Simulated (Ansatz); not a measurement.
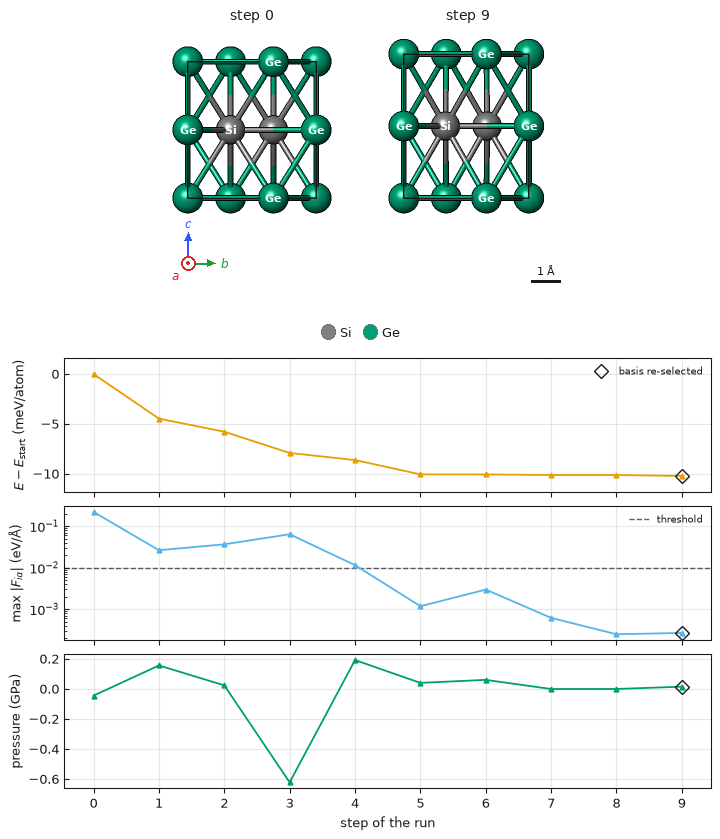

First and last geometry of a relaxation of a crystal of SiGe2 (a generated structure, set up in P-62m), with the history of the run. Style: ball-and-stick. Shown: the cell of the calculation, along the a axis.

These are results of DFT PBE, scalar-relativistic, plane waves, PAW in Ansatz 0.2.0, not measurements. Settings: plane-wave cutoff 420 eV; k-point mesh 12 × 12 × 8; occupations gaussian; smearing width 0.1 eV; no spin polarisation; cell and atoms relaxed; force threshold 0.01 eV/Å; at most 80 steps.

### Did the run converge, and what did it change?

It converged. The largest moves relative to the cell, 0.030 Å, are those of Ge atoms. Si stays in place. The drawn cell changes as follows: a = b 5.129 → 4.997 Å (−2.6 %), c 4.719 → 4.980 Å (+5.5 %); the volume changes by +0.1 %. Near-neighbour distances that change, for instance: Ge–Ge 2.961 → 2.859 Å, Ge–Ge 2.914 → 3.012 Å, Ge–Si 2.961 → 2.885 Å, Ge–Si 2.914 → 2.988 Å. The space group stays P-62m (No. 189). The energy falls by 10.2 meV per atom in 8 accepted moves (9 points after the start). The largest force component goes from 0.22 to 0.00027 eV/Å. The pressure goes from −0.04 to 0.01 GPa. The SCF was repeated once at an unchanged geometry on a basis and grid sized afresh for the cell, which shifted the energy by 0.1 meV per atom at most. The run took 7.1 min on 1 thread of Arm Neoverse V1, on a shared host, peak memory 0.55 GiB.
